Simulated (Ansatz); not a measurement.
# Si2W: what the fields show

```cif
data_structure
_symmetry_space_group_name_H-M 'P 1'
_symmetry_Int_Tables_number 1
_cell_length_a 3.2294
_cell_length_b 3.2297
_cell_length_c 7.8661
_cell_angle_alpha 89.996
_cell_angle_beta 90.001
_cell_angle_gamma 90.001
_cell_volume 82.04
loop_
_atom_site_label
_atom_site_type_symbol
_atom_site_fract_x
_atom_site_fract_y
_atom_site_fract_z
_atom_site_occupancy
Si1 Si 0.00000 0.99997 0.33476 1
Si2 Si 0.50000 0.49997 0.83476 1
Si3 Si 0.00000 0.00000 0.66542 1
Si4 Si 0.50000 0.50000 0.16542 1
W1 W 0.00000 0.00000 0.00009 1
W2 W 0.50000 0.50000 0.50009 1
```

Space group I4/mmm; changed on purpose from its base cell (atoms shaken by about 0.05 Å, then relaxed with the cell).

Level of theory: DFT, PBE, PAW with Ansatz's default frozen-core files, scalar-relativistic (Ansatz).

Core electrons are frozen (PAW), and the valence fields are smoothed inside the atomic spheres.

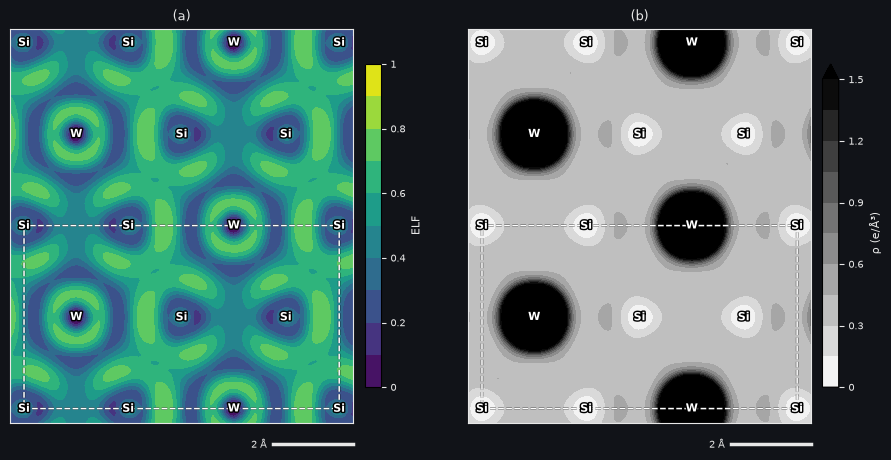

Figure 1. (a) electron localisation function; (b) valence charge density (pseudo) on the (11̄0) plane of the conventional cell.

Interpret the plot.

Answer.
- The plane passes through Si and W nuclei.
- Si–W (2.63 Å): ρ at the midpoint is about 0.42 e/Å³; the ELF peaks at about 0.75 in the valence shell of Si, 0.9 Å from its nucleus, and is about 0.45 at the midpoint.
- Between the atoms the lowest density in this plane is 0.31 e/Å³.
- The features right at W lie inside the PAW spheres, where the map follows smoothed inner orbitals and isn't to be read closely.

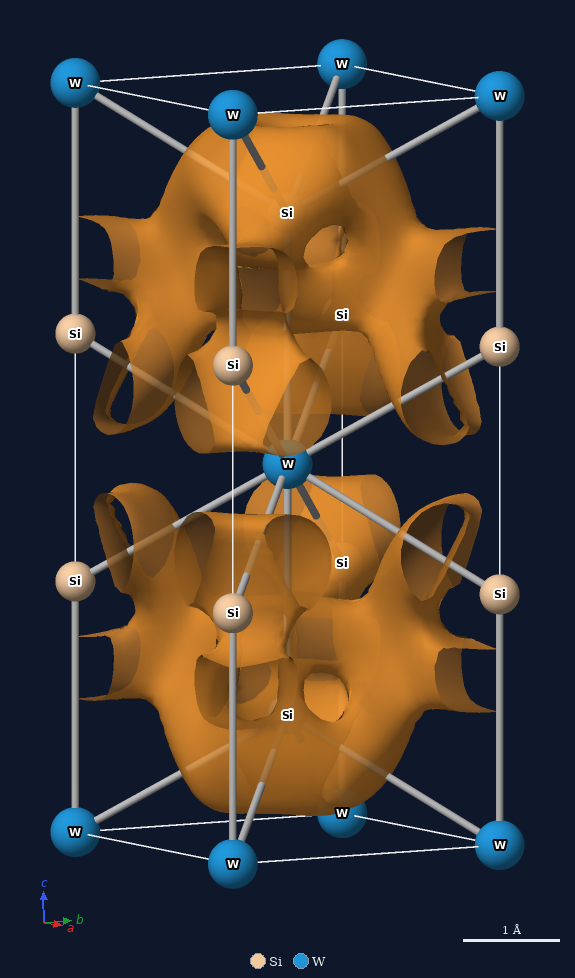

Figure 2. Isosurface of the ELF at 0.55 (orange), seen at an oblique angle. Only the valence region is drawn (cores and ρ < 0.01 e/Å³ removed). Sticks mark near contacts.

Describe the localisation domains.

Answer. The ELF exceeds this value in sheets that run through the cell in two directions, counted in one cell of 6 atoms. Regions shared between cells count once.

Does the calculation give a band gap?

Answer. It is metallic or semimetallic at this level of theory: no gap opens.
